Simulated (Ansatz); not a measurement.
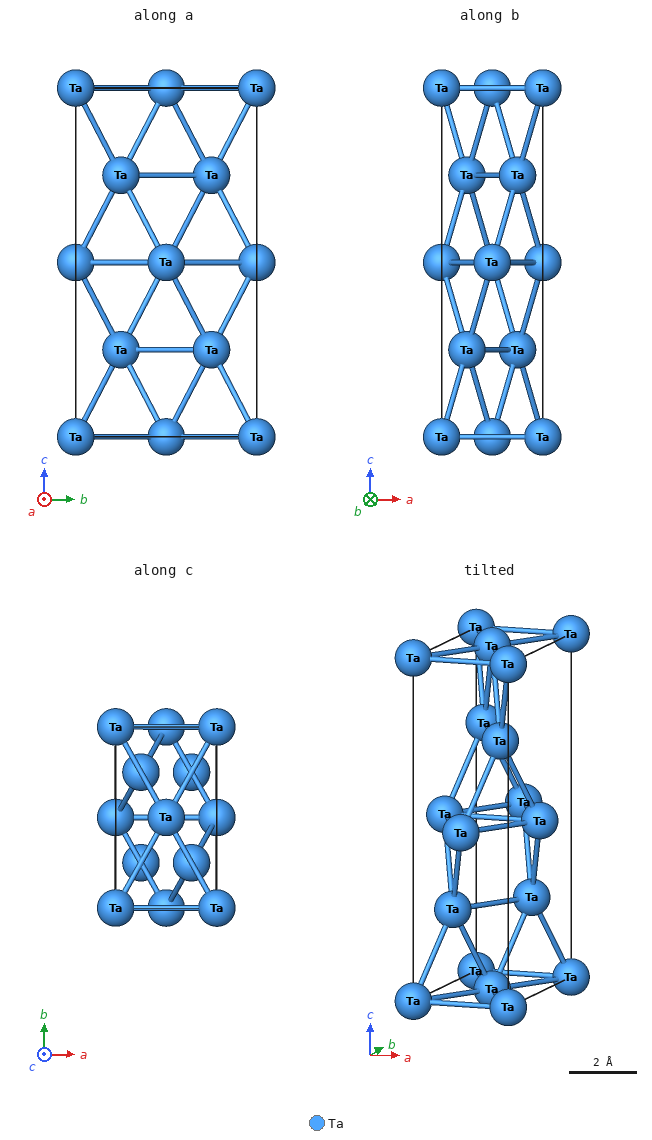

We look at a ball-and-stick model of the crystal along the a axis, along the b axis, along the c axis and slightly off an axis. The drawn cell (a repeat of the simulation cell) is drawn as a box.

Lattice parameters: a = 3.0358 Å, b = 5.4341 Å, c = 10.4696 Å, α = 90.000°, β = 90.000°, γ = 90.043°.

Q: Reconstruct the structure as a CIF in P1 with every atom of the cell.

A:
```cif
data_structure
_symmetry_space_group_name_H-M 'P 1'
_symmetry_Int_Tables_number 1
_cell_length_a 3.0358
_cell_length_b 5.4341
_cell_length_c 10.4696
_cell_angle_alpha 90.000
_cell_angle_beta 90.000
_cell_angle_gamma 90.043
_cell_volume 172.72
loop_
_atom_site_label
_atom_site_type_symbol
_atom_site_fract_x
_atom_site_fract_y
_atom_site_fract_z
_atom_site_occupancy
Ta1 Ta 0.2500 0.7500 0.7499 1
Ta2 Ta 0.0000 0.5000 0.5000 1
Ta3 Ta 0.7500 0.7500 0.2499 1
Ta4 Ta 0.5000 0.5000 0.0000 1
Ta5 Ta 0.2500 0.2500 0.2499 1
Ta6 Ta 0.0000 0.0000 0.0000 1
Ta7 Ta 0.7500 0.2500 0.7499 1
Ta8 Ta 0.5000 0.0000 0.5000 1
```

It derives from a structure type filled with this element by a generator (whether the element takes this form wasn't checked). Earlier steps of the study may have refined or changed the cell and positions. A calculation with Ansatz used it as input.

At this level of theory the cell isn't at rest (stretched, at -16 GPa), so its distances can differ from those at equilibrium, the more so the softer the solid.
